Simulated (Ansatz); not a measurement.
Run report: Mg, geometry relaxation (part 3 of 3)

The same run, continued: Mg (4 atoms in the cell); DFT PBE, scalar-relativistic, plane waves, PAW, spin-polarised (Ansatz 0.2.0); cutoff 420 eV, 1×1×11 k-mesh, Gaussian smearing of 0.05 eV, collinear spins. The structure derives from a Materials Project entry. It belongs to a series of runs on one base structure; here: ladder chain of atoms.

Geometry of the input (Å; fractional positions):
```
12.0000  0.0000  0.0000
0.0000  9.3000  0.0000
0.0000  0.0000  5.7558
Mg 0.3741  0.5000  0.0000
Mg 0.3741  0.5000  0.5000
Mg 0.6259  0.5000  0.0000
Mg 0.6259  0.5000  0.5000
```

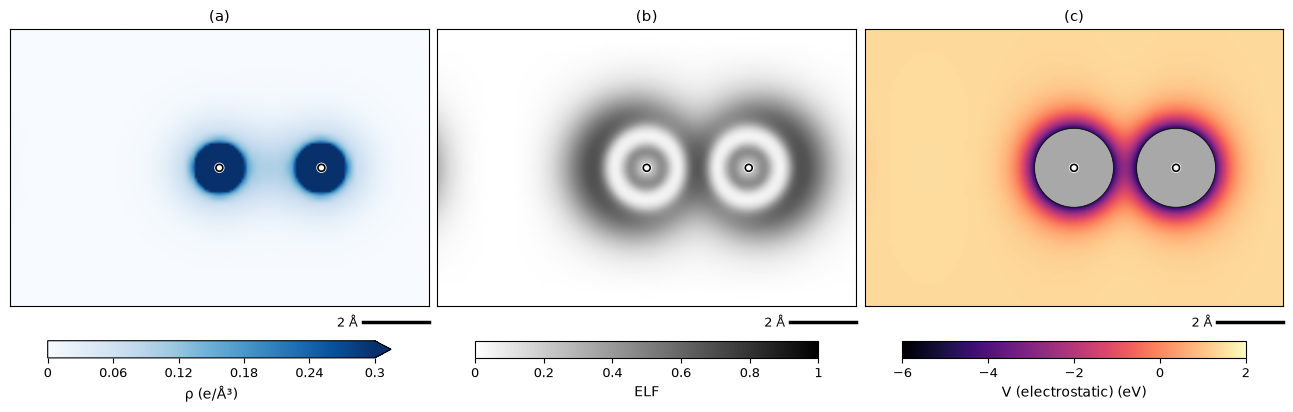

Figure 1. (a) valence electron density; (b) ELF; (c) electrostatic potential (local pseudopotential plus Hartree) felt by an electron on the (001) plane of the calculation cell, a cut from vacuum to vacuum. Circles mark the nuclei in the plane (Mg). Grey discs, where drawn, cover atomic cores. Atoms in the plane: Mg. Mg–Mg (3.09 Å): the density is about 0.1 e/Å³ at the midpoint; the ELF peaks at about 0.65 between the atoms. The density dies away to nearly zero in the vacuum. Core electrons are frozen (PAW), so the fields are smoothed inside the atomic spheres.

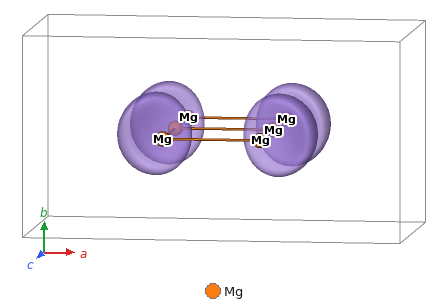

Figure 2. Isosurface of the electron localisation function at 0.8 (purple), seen from the side, at a tilt. Only the valence region is drawn (cores and ρ < 0.01 e/Å³ removed). Sticks mark near contacts. Counts are for one cell; the picture repeats the cell along the surface. Mg–Mg (3.09 Å): the ELF peaks at about 0.65 between the atoms.

Results in brief:

| quantity | value |
| --- | --- |
| outcome | converged |
| electrons treated | 40 |
| free energy | −7690.8803 eV |
| Fermi energy | −1.801 eV |
| gap on the k-point mesh | none (metallic) |
| net moment of the cell | 0.91 μB |
| integrated absolute moment | 0.96 μB |
| final volume | 660.16 Å³ |
| largest force (length of the vector) at the end | 0.001 eV/Å |
| wall time | 1.9 min (CPU time 3.5 min) |
| peak memory | 0.9 GiB |

Remarks:

The program warns: the exchange-correlation potential is rough where the density is thin.
